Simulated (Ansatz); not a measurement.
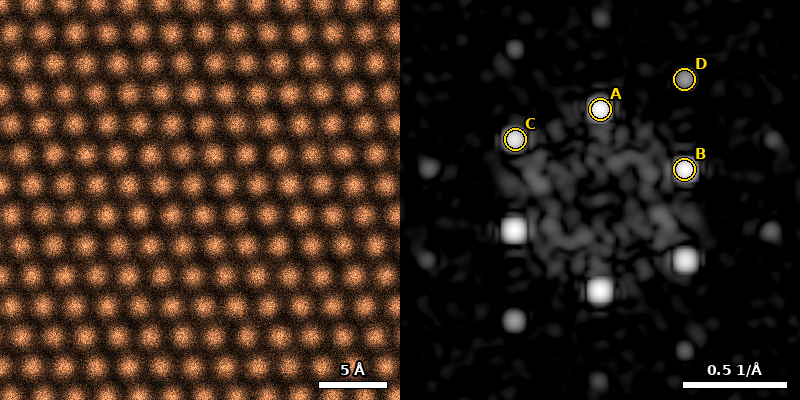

Dark-field STEM-like image of a crystal. Simulated incoherent Z contrast: every atom adds Z^1.7 spread by a probe of 1.30 Å full width; channelling and multiple scattering are left out. Shot noise and the speckle of an amorphous layer were added.

The right panel is the modulus of the image's Fourier transform on a logarithmic scale.

Q: Which lattice spacings do the marked spots stand for, and what angle do A and B enclose?

A: 2.3 Å, B: 2.3 Å, C: 2.0 Å, D: 1.4 Å; A and B enclose about 71°.

The crystal is Pd (Fm-3m, No. 225) along [110]; the spots are (1 -1 -1), (1 -1 1), (0 0 -2) and (2 -2 0). Structure used: the geometry relaxed with DFT PBE, scalar-relativistic, plane waves, PAW in Ansatz; the starting structure was generated, so it need not be a known form of this composition.
